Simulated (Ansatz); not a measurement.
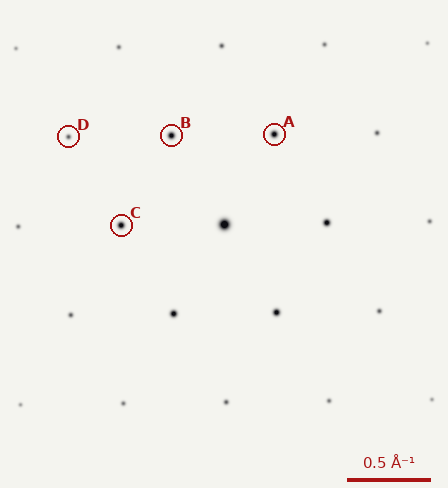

The pattern is a kinematic simulation for 200 kV electrons (no multiple scattering; isotropic B = 0.5 Å²). The zone axis points towards the electron source and the pattern is seen from the source side.

The sample is B, space group Im-3m (No. 229), a = 2.281 Å. Structure: the geometry relaxed with DFT, LDA (PW92), plane waves (420 eV) with PAW, scalar-relativistic in Ansatz 0.2.0; the starting structure was generated, so it need not be a known form of this composition.

```
B
1.0
     2.28113    0.00000    0.00000
     0.00000    2.28113    0.00000
     0.00000    0.00000    2.28113
B
2
Direct
  0.00000 0.00000 0.00000
  0.50000 0.50000 0.50000
```

Spot A is indexed -1 0 1 and spot B 0 -1 1.

**Index the other marked spots.**

C = −A + B = 1 -1 0 (d = 1.613 Å). D = −A + 2B = 1 -2 1 (d = 0.931 Å).

**Find the zone axis.**

The cross product of A and B is parallel to [111]; every spot obeys hu + kv + lw = 0.
